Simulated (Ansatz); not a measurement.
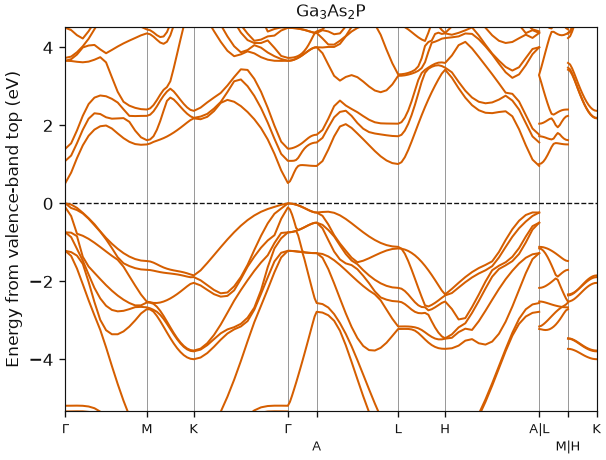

Band structure. Energies are counted from the top of the valence band.

Question: Which Bravais lattice do the labels of the path belong to?

Answer: A hexagonal (primitive) lattice: the path Γ–M–K–Γ–A–L–H–A|L–M|H–K runs through the special points of its Brillouin zone.

Structure: Ga$_{3}$As$_{2}$P, space group P3m1 (No. 156), 6 atoms in the cell; a = 4.00 Å, b = 4.00 Å, c = 9.82 Å, α = 90.00°, β = 90.00°, γ = 120.00°.

Level of theory: DFT PBE, scalar-relativistic, plane waves, PAW, no spin polarisation, 12×12×4 k mesh; code Ansatz 0.2.0.

Question: What does the band structure say about the gap?

Answer: A semiconductor. The gap along this path is 0.52 eV and direct: both edges lie at Γ.

Question: How much do the top valence band and the lowest conduction band disperse along the path?

Answer: The top valence band spans 2.3 eV and the lowest conduction band 2.9 eV.

Question: How many bands meet at the valence-band top?

Answer: Two bands meet at the valence-band top at Γ: it is doubly degenerate (spin aside). The next level lies only 0.10 eV lower.

Question: What are the direct gaps at K, Γ and M?

Answer: The direct gaps are 4.03 eV at K, 0.52 eV at Γ and 2.99 eV at M.

The structure is an invented one, so it need not be a known or stable phase.
